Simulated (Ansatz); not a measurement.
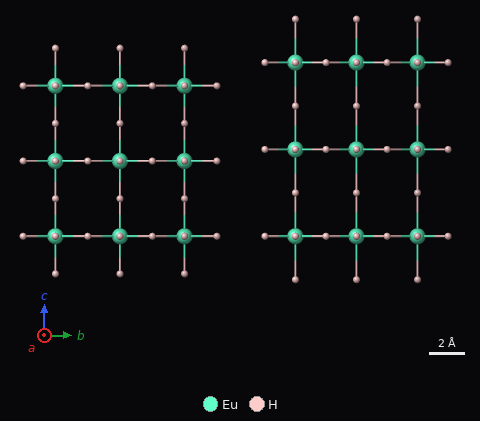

Two geometries of a crystal of EuH$_{4}$ (a generated structure, set up in P6/mmm) (coarse preliminary run), drawn at one scale. One is the start of a relaxation, the other its converged end. A ball-and-stick model of the cell of the calculation, repeated 1 × 2 × 2 with one cell outlined, seen along the a axis.

Theory: Ansatz, DFT PBE, scalar-relativistic, plane waves, PAW. (plane-wave cutoff 420 eV; k-point mesh 6 × 6 × 4; occupations gaussian; smearing width 0.1 eV; collinear spin; cell and atoms relaxed; force threshold 0.04 eV/Å; at most 70 steps)

**Which one is relaxed?**

The left one is the relaxed one. The energy falls by 88.9 meV per atom in 3 accepted moves (4 points after the start). All forces vanish by symmetry, so only the cell relaxes. Pressure: 1.75 GPa at the start and 0.08 GPa at the end. At 1 point the geometry stayed and the basis and grid were re-selected for the new cell (energy shift of 0.3 meV per atom at most each time). No atom moves by more than 0.005 Å relative to the cell. Cell: a = b 4.143 → 4.381 Å (+5.7 %), c 5.101 → 4.419 Å (−13.4 %). Volume −3.1 %. Near-neighbour distances that change, for instance: Eu–H 2.551 → 2.210 Å, Eu–H 2.072 → 2.190 Å. The space group stays P6/mmm (No. 191). The run took 15 s on 1 thread of Intel(R) Xeon(R) 6975P-C (Granite Rapids) (shared host), peak memory 0.42 GiB.

Limits of the set-up: 4f states are treated without a Hubbard U.
